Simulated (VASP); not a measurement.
Geometry relaxation of Bi (part 2 of 5)

Continued. System: Bi (3 atoms in the cell). Method: Kohn-Sham DFT of a periodic cell, PBE, VASP PAW PBE potentials, recommended, no spin polarisation (VASP 6.6.1); cutoff 600 eV, 6×6×4 k-mesh, Gaussian smearing of 0.1 eV. The structure was made by swapping elements on the sites of another compound; it need not be a known phase. It belongs to a series of runs on one base structure; here: trigonal selenium type (P3_121, No. 152).

Geometry of the input (Å; fractional positions):
```
4.7462  0.0000  0.0000
-2.3731  4.1103  0.0000
0.0000  0.0000  5.3847
Bi 0.2254  0.0000  0.3333
Bi -0.0000  0.2254  0.6667
Bi 0.7746  0.7746  0.0000
```

OSZICAR, continued:
```
RMM:   4    -0.111166013916E+02   -0.88676E-02   -0.89252E-02  1613   0.241E+00    0.130E-01
RMM:   5    -0.111174549017E+02   -0.85351E-03   -0.97252E-03  1745   0.808E-01    0.128E-01
RMM:   6    -0.111175500494E+02   -0.95148E-04   -0.92989E-04  1822   0.254E-01    0.128E-01
RMM:   7    -0.111180086015E+02   -0.45855E-03   -0.38679E-03  1346   0.741E-01    0.123E-01
RMM:   8    -0.111177272048E+02    0.28140E-03   -0.56262E-04  1392   0.252E-01    0.121E-01
RMM:   9    -0.111175442688E+02    0.18294E-03   -0.40730E-04  1388   0.250E-01    0.306E-02
RMM:  10    -0.111175464127E+02   -0.21439E-05   -0.10586E-04  1855   0.751E-02    0.208E-02
RMM:  11    -0.111175351805E+02    0.11232E-04   -0.41693E-05  1495   0.753E-02    0.116E-02
RMM:  12    -0.111175336685E+02    0.15120E-05   -0.35070E-05  1407   0.657E-02    0.334E-02
RMM:  13    -0.111175331097E+02    0.55885E-06   -0.51994E-06  1228   0.175E-02
  12 F= -.11117533E+02 E0= -.11114768E+02  d E =-.859997E-01
       N       E                     dE             d eps       ncg     rms          rms(c)
DAV:   1    -0.110014368667E+02    0.11610E+00   -0.11449E+02  1569   0.634E+01    0.174E+00
RMM:   2    -0.112113813876E+02   -0.20994E+00   -0.30190E+00  1386   0.216E+01    0.163E+00
RMM:   3    -0.112764525201E+02   -0.65071E-01   -0.13844E+00  1715   0.995E+00    0.855E-01
RMM:   4    -0.112665503982E+02    0.99021E-02   -0.16946E-01  1630   0.444E+00    0.210E-01
RMM:   5    -0.112726786515E+02   -0.61283E-02   -0.73585E-02  1950   0.217E+00    0.198E-01
RMM:   6    -0.112728115647E+02   -0.13291E-03   -0.39831E-03  1641   0.563E-01    0.168E-01
RMM:   7    -0.112726797309E+02    0.13183E-03   -0.12420E-03  1610   0.344E-01    0.875E-02
RMM:   8    -0.112726421419E+02    0.37589E-04   -0.43864E-04  1339   0.258E-01    0.138E-02
RMM:   9    -0.112726607664E+02   -0.18625E-04   -0.18660E-04  1802   0.956E-02    0.105E-02
RMM:  10    -0.112726599968E+02    0.76966E-06   -0.16178E-05  1464   0.369E-02    0.709E-03
RMM:  11    -0.112726604302E+02   -0.43349E-06   -0.55596E-06   906   0.184E-02
  13 F= -.11272660E+02 E0= -.11270509E+02  d E =-.241127E+00
       N       E                     dE             d eps       ncg     rms          rms(c)
DAV:   1    -0.103268972689E+02    0.94576E+00   -0.48446E+02  1629   0.150E+02    0.487E+00
RMM:   2    -0.107995102421E+02   -0.47261E+00   -0.13205E+01  1387   0.375E+01    0.207E+00
RMM:   3    -0.110122922121E+02   -0.21278E+00   -0.38472E+00  1447   0.199E+01    0.771E-01
RMM:   4    -0.111550920006E+02   -0.14280E+00   -0.15860E+00  1964   0.110E+01    0.513E-01
RMM:   5    -0.111628930048E+02   -0.78010E-02   -0.72018E-02  1553   0.236E+00    0.326E-01
RMM:   6    -0.111664294934E+02   -0.35365E-02   -0.28180E-02  1980   0.135E+00    0.133E-01
RMM:   7    -0.111664985465E+02   -0.69053E-04   -0.15590E-03  1520   0.442E-01    0.394E-02
RMM:   8    -0.111665986413E+02   -0.10009E-03   -0.95418E-04  1957   0.223E-01    0.146E-02
RMM:   9    -0.111666033324E+02   -0.46910E-05   -0.74351E-05  1876   0.669E-02    0.758E-03
RMM:  10    -0.111666046847E+02   -0.13523E-05   -0.15094E-05  1453   0.398E-02    0.684E-03
RMM:  11    -0.111666036358E+02    0.10489E-05   -0.66244E-06  1275   0.285E-02    0.114E-03
RMM:  12    -0.111666038865E+02   -0.25070E-06   -0.41299E-06   967   0.148E-02
  14 F= -.11166604E+02 E0= -.11163330E+02  d E =-.135071E+00
       N       E                     dE             d eps       ncg     rms          rms(c)
DAV:   1    -0.112871580404E+02   -0.12055E+00   -0.26130E+02  1963   0.137E+02    0.347E+00
RMM:   2    -0.112680358150E+02    0.19122E-01   -0.36359E+00  1402   0.245E+01    0.138E+00
RMM:   3    -0.112704351812E+02   -0.23994E-02   -0.84126E-01  1422   0.105E+01    0.440E-01
RMM:   4    -0.112911219737E+02   -0.20687E-01   -0.29430E-01  1900   0.516E+00    0.198E-01
RMM:   5    -0.112924295925E+02   -0.13076E-02   -0.21655E-02  1723   0.125E+00    0.135E-01
RMM:   6    -0.112924861718E+02   -0.56579E-04   -0.40638E-03  1786   0.498E-01    0.301E-02
RMM:   7    -0.112925222772E+02   -0.36105E-04   -0.78847E-04  1636   0.214E-01    0.283E-02
RMM:   8    -0.112925431055E+02   -0.20828E-04   -0.23084E-04  1930   0.117E-01    0.113E-02
RMM:   9    -0.112925436992E+02   -0.59371E-06   -0.35680E-05  1501   0.424E-02    0.566E-03
RMM:  10    -0.112925456764E+02   -0.19772E-05   -0.12561E-05  1469   0.289E-02    0.275E-03
RMM:  11    -0.112925468342E+02   -0.11578E-05   -0.30192E-06   885   0.135E-02    0.793E-04
RMM:  12    -0.112925469950E+02   -0.16082E-06   -0.79032E-07   754   0.918E-03
  15 F= -.11292547E+02 E0= -.11289257E+02  d E =-.261014E+00
       N       E                     dE             d eps       ncg     rms          rms(c)
DAV:   1    -0.119107448575E+02   -0.61820E+00   -0.15651E+01  1584   0.572E+01    0.379E+00
RMM:   2    -0.114672477311E+02    0.44350E+00   -0.80027E-01  1391   0.119E+01    0.158E+00
RMM:   3    -0.113839000450E+02    0.83348E-01   -0.46960E-01  1408   0.819E+00    0.169E-01
RMM:   4    -0.113867804425E+02   -0.28804E-02   -0.40996E-02  1477   0.172E+00    0.782E-02
RMM:   5    -0.113878146932E+02   -0.10343E-02   -0.11720E-02  1723   0.102E+00    0.112E-01
RMM:   6    -0.113895092982E+02   -0.16946E-02   -0.63833E-03  1410   0.103E+00    0.210E-01
RMM:   7    -0.113881140356E+02    0.13953E-02   -0.37450E-03  1450   0.767E-01    0.666E-02
RMM:   8    -0.113881462917E+02   -0.32256E-04   -0.52762E-04  1709   0.207E-01    0.490E-02
RMM:   9    -0.113881548252E+02   -0.85335E-05   -0.59955E-05  1637   0.637E-02    0.494E-02
RMM:  10    -0.113881561193E+02   -0.12941E-05   -0.10298E-05  1227   0.250E-02    0.482E-02
RMM:  11    -0.113881065083E+02    0.49611E-04   -0.10328E-04  1587   0.126E-01    0.122E-02
RMM:  12    -0.113881040124E+02    0.24958E-05   -0.11810E-05  1375   0.363E-02    0.534E-03
RMM:  13    -0.113881059528E+02   -0.19403E-05   -0.20008E-06   791   0.133E-02    0.270E-03
RMM:  14    -0.113881067565E+02   -0.80368E-06   -0.75597E-07   745   0.106E-02
  16 F= -.11388107E+02 E0= -.11384808E+02  d E =-.955598E-01
       N       E                     dE             d eps       ncg     rms          rms(c)
DAV:   1    -0.135598179063E+02   -0.21717E+01   -0.65297E+01  1575   0.120E+02    0.753E+00
RMM:   2    -0.117983411395E+02    0.17615E+01   -0.32039E+00  1390   0.240E+01    0.320E+00
RMM:   3    -0.114556530387E+02    0.34269E+00   -0.20273E+00  1412   0.174E+01    0.363E-01
RMM:   4    -0.114672287255E+02   -0.11576E-01   -0.17919E-01  1445   0.371E+00    0.161E-01
RMM:   5    -0.114728529733E+02   -0.56242E-02   -0.64358E-02  1944   0.240E+00    0.240E-01
RMM:   6    -0.114731432250E+02   -0.29025E-03   -0.43390E-03  1563   0.522E-01    0.214E-01
RMM:   7    -0.114759343300E+02   -0.27911E-02   -0.90155E-03  1416   0.906E-01    0.583E-01
RMM:   8    -0.114762010321E+02   -0.26670E-03   -0.20484E-02  1466   0.190E+00    0.460E-01
RMM:   9    -0.114755560862E+02    0.64495E-03   -0.74095E-04  1525   0.257E-01    0.392E-01
RMM:  10    -0.114737715244E+02    0.17846E-02   -0.17811E-03  1398   0.523E-01    0.173E-01
RMM:  11    -0.114733818719E+02    0.38965E-03   -0.23106E-03  1392   0.556E-01    0.498E-02
RMM:  12    -0.114733673917E+02    0.14480E-04   -0.77250E-05  1465   0.105E-01    0.233E-02
RMM:  13    -0.114733797547E+02   -0.12363E-04   -0.48116E-05  1541   0.769E-02    0.350E-02
RMM:  14    -0.114733680797E+02    0.11675E-04   -0.31673E-05  1331   0.809E-02    0.819E-03
RMM:  15    -0.114733693101E+02   -0.12304E-05   -0.88856E-06  1243   0.308E-02    0.142E-03
RMM:  16    -0.114733691716E+02    0.13851E-06   -0.15470E-06   747   0.113E-02
  17 F= -.11473369E+02 E0= -.11469443E+02  d E =-.180822E+00
       N       E                     dE             d eps       ncg     rms          rms(c)
DAV:   1    -0.115140587237E+02   -0.40689E-01   -0.11491E+00  1584   0.148E+01    0.104E+00
RMM:   2    -0.114806842515E+02    0.33374E-01   -0.61283E-02  1383   0.320E+00    0.427E-01
RMM:   3    -0.114745724774E+02    0.61118E-02   -0.33596E-02  1361   0.214E+00    0.444E-02
RMM:   4    -0.114747752386E+02   -0.20276E-03   -0.31208E-03  1504   0.450E-01    0.211E-02
RMM:   5    -0.114748419930E+02   -0.66754E-04   -0.72936E-04  1601   0.249E-01    0.288E-02
RMM:   6    -0.114749213343E+02   -0.79341E-04   -0.35346E-04  1379   0.248E-01    0.435E-02
RMM:   7    -0.114748600713E+02    0.61263E-04   -0.21154E-04  1554   0.178E-01    0.798E-03
RMM:   8    -0.114748637735E+02   -0.37022E-05   -0.40649E-05  1506   0.633E-02    0.689E-03
RMM:   9    -0.114748641941E+02   -0.42059E-06   -0.39127E-06   931   0.199E-02
  18 F= -.11474864E+02 E0= -.11470798E+02  d E =-.182317E+00
       N       E                     dE             d eps       ncg     rms          rms(c)
DAV:   1    -0.114776371095E+02   -0.27733E-02   -0.77272E-02  1584   0.381E+00    0.275E-01
RMM:   2    -0.114753043646E+02    0.23327E-02   -0.43072E-03  1381   0.841E-01    0.113E-01
RMM:   3    -0.114748757843E+02    0.42858E-03   -0.23201E-03  1357   0.557E-01    0.116E-02
RMM:   4    -0.114748830539E+02   -0.72695E-05   -0.22119E-04  1500   0.119E-01    0.542E-03
RMM:   5    -0.114748874371E+02   -0.43832E-05   -0.50100E-05  1578   0.651E-02    0.745E-03
RMM:   6    -0.114748937816E+02   -0.63446E-05   -0.25773E-05  1287   0.673E-02    0.119E-02
RMM:   7    -0.114748875795E+02    0.62021E-05   -0.15753E-05  1366   0.486E-02    0.206E-03
RMM:   8    -0.114748877717E+02   -0.19212E-06   -0.31253E-06   867   0.177E-02
  19 F= -.11474888E+02 E0= -.11470784E+02  d E =-.182341E+00
       N       E                     dE             d eps       ncg     rms          rms(c)
DAV:   1    -0.114774442958E+02   -0.25567E-02   -0.14861E-01  1468   0.245E+00    0.179E-01
RMM:   2    -0.114771583112E+02    0.28598E-03   -0.54857E-03  1384   0.801E-01    0.107E-01
RMM:   3    -0.114769350991E+02    0.22321E-03   -0.25836E-03  1633   0.400E-01    0.185E-02
RMM:   4    -0.114769620996E+02   -0.27001E-04   -0.30028E-04  1654   0.143E-01    0.153E-02
RMM:   5    -0.114769689439E+02   -0.68442E-05   -0.64569E-05  1702   0.639E-02    0.655E-03
RMM:   6    -0.114769674832E+02    0.14606E-05   -0.60998E-06  1400   0.242E-02    0.226E-03
RMM:   7    -0.114769673837E+02    0.99561E-07   -0.26452E-06   795   0.142E-02
  20 F= -.11476967E+02 E0= -.11472870E+02  d E =-.207961E-02
       N       E                     dE             d eps       ncg     rms          rms(c)
DAV:   1    -0.114866388887E+02   -0.96714E-02   -0.13418E+00  1473   0.735E+00    0.539E-01
RMM:   2    -0.114840529860E+02    0.25859E-02   -0.49460E-02  1386   0.240E+00    0.321E-01
RMM:   3    -0.114820272207E+02    0.20258E-02   -0.23401E-02  1635   0.121E+00    0.562E-02
RMM:   4    -0.114822627028E+02   -0.23548E-03   -0.26752E-03  1661   0.427E-01    0.462E-02
RMM:   5    -0.114823210117E+02   -0.58309E-04   -0.58756E-04  1710   0.193E-01    0.193E-02
RMM:   6    -0.114823092699E+02    0.11742E-04   -0.54751E-05  1467   0.715E-02    0.680E-03
RMM:   7    -0.114823087622E+02    0.50770E-06   -0.24431E-05  1500   0.414E-02    0.321E-03
RMM:   8    -0.114823090203E+02   -0.25818E-06   -0.40433E-06   946   0.225E-02
  21 F= -.11482309E+02 E0= -.11478167E+02  d E =-.742125E-02
       N       E                     dE             d eps       ncg     rms          rms(c)
DAV:   1    -0.115066438607E+02   -0.24335E-01   -0.54023E+00  1465   0.148E+01    0.108E+00
RMM:   2    -0.114965718863E+02    0.10072E-01   -0.19940E-01  1385   0.483E+00    0.645E-01
RMM:   3    -0.114883223210E+02    0.82496E-02   -0.93873E-02  1639   0.242E+00    0.112E-01
RMM:   4    -0.114892780042E+02   -0.95568E-03   -0.10927E-02  1667   0.860E-01    0.918E-02
RMM:   5    -0.114894969838E+02   -0.21898E-03   -0.23147E-03  1705   0.383E-01    0.359E-02
RMM:   6    -0.114894657105E+02    0.31273E-04   -0.20695E-04  1498   0.136E-01    0.139E-02
RMM:   7    -0.114894626032E+02    0.31073E-05   -0.94173E-05  1832   0.810E-02    0.832E-03
RMM:   8    -0.114894634426E+02   -0.83937E-06   -0.11315E-05  1501   0.266E-02    0.286E-03
RMM:   9    -0.114894634652E+02   -0.22604E-07   -0.23193E-06   793   0.151E-02
  22 F= -.11489463E+02 E0= -.11485065E+02  d E =-.145757E-01
       N       E                     dE             d eps       ncg     rms          rms(c)
DAV:   1    -0.115586155967E+02   -0.69152E-01   -0.21933E+01  1476   0.299E+01    0.216E+00
RMM:   2    -0.115210134701E+02    0.37602E-01   -0.81747E-01  1385   0.988E+00    0.130E+00
RMM:   3    -0.114878184367E+02    0.33195E-01   -0.37779E-01  1641   0.486E+00    0.225E-01
RMM:   4    -0.114917884197E+02   -0.39700E-02   -0.45595E-02  1691   0.175E+00    0.181E-01
RMM:   5    -0.114925900429E+02   -0.80162E-03   -0.91284E-03  1688   0.762E-01    0.678E-02
RMM:   6    -0.114925333130E+02    0.56730E-04   -0.87029E-04  1559   0.265E-01    0.263E-02
RMM:   7    -0.114925201261E+02    0.13187E-04   -0.32706E-04  1678   0.164E-01    0.200E-02
RMM:   8    -0.114925260948E+02   -0.59687E-05   -0.72579E-05  1832   0.664E-02    0.886E-03
RMM:   9    -0.114925258304E+02    0.26442E-06   -0.87899E-06  1372   0.246E-02
  23 F= -.11492526E+02 E0= -.11488734E+02  d E =-.176381E-01
       N       E                     dE             d eps       ncg     rms          rms(c)
DAV:   1    -0.115025018013E+02   -0.99757E-02   -0.28383E+00  1473   0.108E+01    0.795E-01
RMM:   2    -0.114969137771E+02    0.55880E-02   -0.10813E-01  1389   0.361E+00    0.468E-01
RMM:   3    -0.114923793715E+02    0.45344E-02   -0.46861E-02  1602   0.174E+00    0.755E-02
RMM:   4    -0.114930772542E+02   -0.69788E-03   -0.74251E-03  1742   0.686E-01    0.628E-02
RMM:   5    -0.114931567599E+02   -0.79506E-04   -0.88487E-04  1665   0.238E-01    0.224E-02
RMM:   6    -0.114931610594E+02   -0.42995E-05   -0.10109E-04  1725   0.871E-02    0.617E-03
RMM:   7    -0.114931615142E+02   -0.45480E-06   -0.20830E-05  1603   0.382E-02    0.477E-03
RMM:   8    -0.114931619687E+02   -0.45454E-06   -0.34287E-06   994   0.153E-02
  24 F= -.11493162E+02 E0= -.11488936E+02  d E =-.182742E-01
```

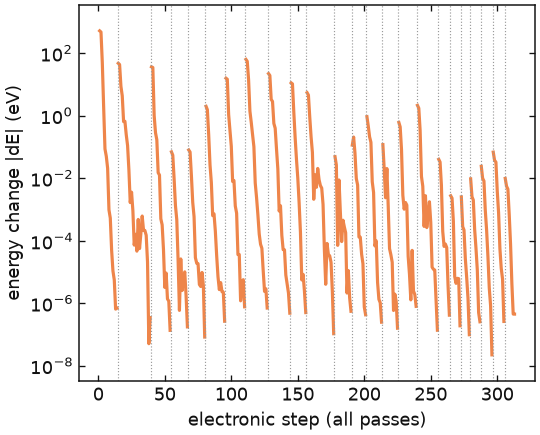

**Figure 1.** Convergence of the self-consistent field: energy change |dE| against the electronic step. Each stretch between dotted lines is the SCF of one geometry step of a relaxation. The 24 ionic steps take 7 to 25 electronic steps each.

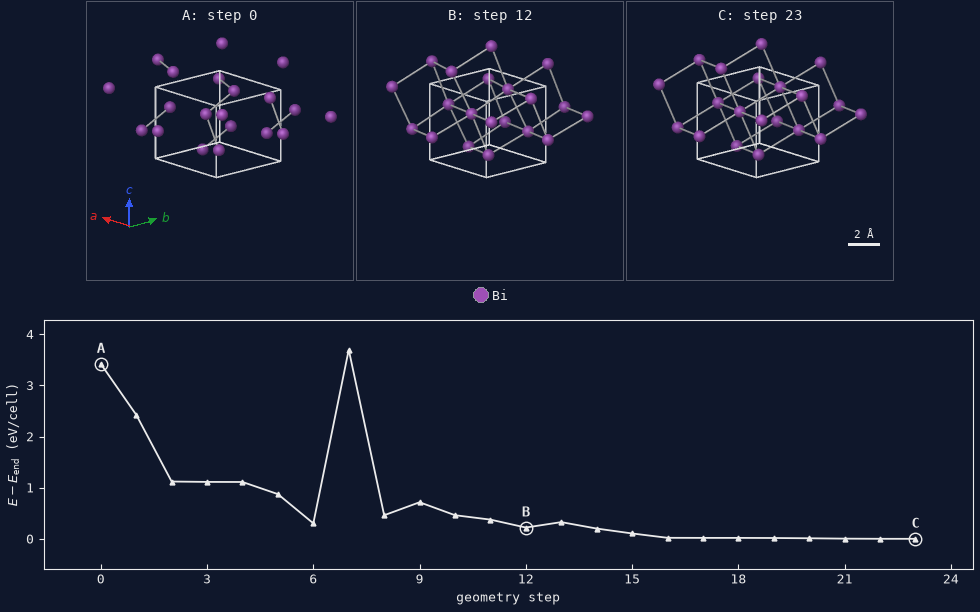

**Figure 2.** Frames of the relaxation (ball-and-stick view of the cell of the calculation, repeated 2 × 2 × 1, seen at an oblique angle) above the curves, on which the letters mark them (steps are counted from 0).

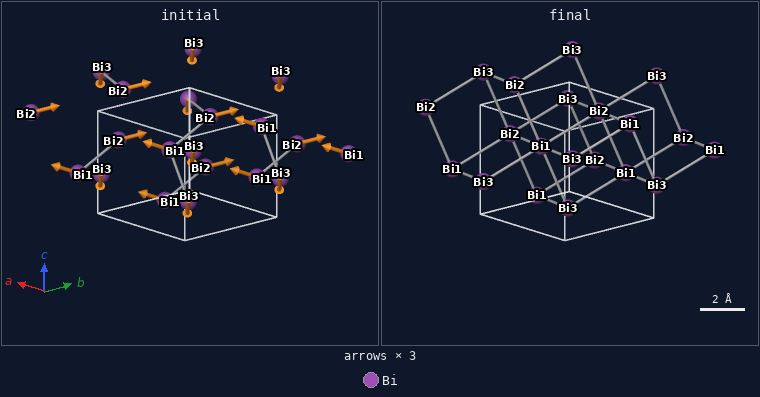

**Figure 3.** Before (left) and after (right) the relaxation, at one scale (ball-and-stick view of the cell of the calculation, repeated 2 × 2 × 1, seen at an oblique angle). The orange arrows give the displacements (without the part carried along by the change of the cell), magnified 3 times. The largest moves relative to the cell, 0.50 Å, are those of Bi1, Bi2 and Bi3. The drawn cell changes as follows: a = b 4.746 → 4.598 Å (−3.1 %), c 5.385 → 5.756 Å (+6.9 %); the volume changes by +0.3 %. Among the contacts that change: Bi1–Bi2 2.580 → 3.277 Å. Among the angles that change: Bi2–Bi1–Bi3 103.1° → 90.8°. The space group (tolerance 0.01 Å) goes from P3_121 (No. 152) to R-3m (No. 166). The energy falls by 3.419 eV per cell of the calculation in 23 geometry steps. Largest force component: 5.8 eV/Å at the start, 0.0014 eV/Å at the end. (Atoms are counted from 1 in the order of the input.)

Parts of OUTCAR:
```
SYSTEM = Bi
   PREC = Accurate
   ENCUT = 600
   EDIFF = 1E-6
   ISMEAR = 0
   LREAL = .False.
   LASPH = .True.
   NELM = 100
   ISIF = 3
   GGA = PE
   IBRION = 2
   NSW = 90
   EDIFFG = -0.04

 ion  position               nearest neighbor table
   1  0.225  0.000  0.333-   3 2.58   2 2.58   3 3.73   3 3.73   2 3.73   2 3.73
   2  0.000  0.225  0.667-   3 2.58   1 2.58   3 3.73   3 3.73   1 3.73   1 3.73
   3  0.775  0.775  0.000-   1 2.58   2 2.58   2 3.73   1 3.73   1 3.73   2 3.73

  LATTYP: Found a hexagonal cell.
 ALAT       =     4.7461921201
 C/A-ratio  =     1.1345334749

  Lattice vectors:

 A1 = (   4.7461921201,   0.0000000000,   0.0000000000)
 A2 = (  -2.3730960601,   4.1103229473,   0.0000000000)
 A3 = (   0.0000000000,   0.0000000000,   5.3847138384)

Analysis of symmetry for initial positions (statically):
=====================================================================
 Subroutine PRICEL returns:
 Original cell was already a primitive cell.

 Routine SETGRP: Setting up the symmetry group for a
 hexagonal supercell.

 Subroutine GETGRP returns: Found  6 space group operations
 (whereof  2 operations were pure point group operations)
 out of a pool of 24 trial point group operations.

The static configuration has the point symmetry C_2 .
 The point group associated with its full space group is D_3 .

Analysis of symmetry for dynamics (positions and initial velocities):
=====================================================================
 Subroutine PRICEL returns:
 Original cell was already a primitive cell.

 Routine SETGRP: Setting up the symmetry group for a
 hexagonal supercell.

 Subroutine GETGRP returns: Found  6 space group operations
 (whereof  2 operations were pure point group operations)
 out of a pool of 24 trial point group operations.

The dynamic configuration has the point symmetry C_2 .
 The point group associated with its full space group is D_3 .

 Subroutine INISYM returns: Found  6 space group operations
 (whereof  2 operations are pure point group operations),
 and found     1 'primitive' translations

----------------------------------------------------------------------------------------

                                     Primitive cell

  volume of cell :     105.0471
```
